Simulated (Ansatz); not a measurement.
# TlCl: what the fields show

```
Tl Cl
1.0
     0.00000    0.00000    3.83400
     3.83400    0.00000    0.00000
     0.00000    3.83400    0.00000
Tl Cl
1 1
Direct
  0.00000 0.00000 0.00000
  0.50000 0.50000 0.51174
```

Space group P4mm; changed on purpose from its base cell (one atom moved).

All numbers below come from Ansatz, DFT PBE, scalar-relativistic, plane waves, PAW.

In a PAW calculation such maps are meaningful between the atoms, not at the nuclei.

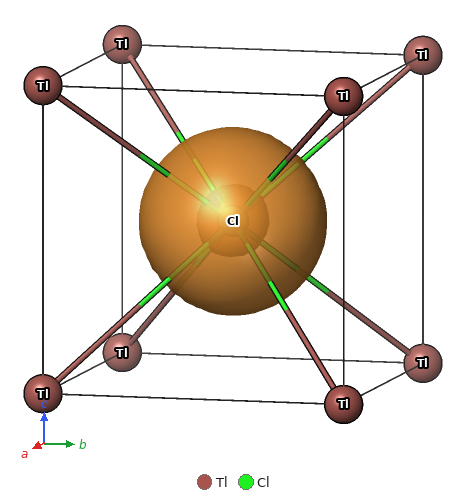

Figure 1. Isosurface of the ELF at 0.75 (orange), seen slightly off an axis. Core shells and regions of very low density are left out. Sticks mark near contacts.

Identify the bonds, lone pairs and shells in this picture.

The surface consists of one region wrapped around Cl (its valence shell), counted in one cell of 2 atoms. Regions shared between cells count once.


Tl–Cl (3.29 Å): the ELF is about 0.10 at the midpoint: no localised pair shows between them. Tl–Cl (3.35 Å): the ELF is about 0.10 at the midpoint; no localised pair shows between them.

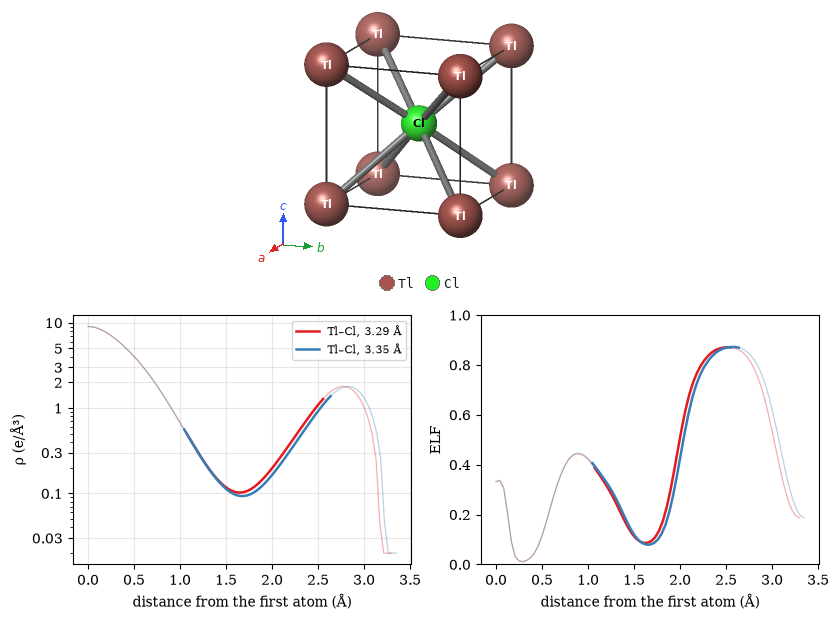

Figure 2. Valence pseudo-density and electron localisation function along straight lines between neighbouring atoms. Thin, pale parts lie inside the atomic spheres. The structure is drawn too.

What can be read from the curves?

Tl–Cl (3.29 Å): ρ is about 0.1 e/Å³ halfway; the ELF is about 0.10 at the midpoint: no shared electron pair shows on this line.
Tl–Cl (3.35 Å): ρ is about 0.09 e/Å³ halfway; the ELF is about 0.10 at the midpoint (no shared electron pair shows on this line).

Metal or insulator at this level of theory?

It is gapped, with a Kohn–Sham gap of 2.1 eV on the k-point mesh, an upper bound to the gap of this method.
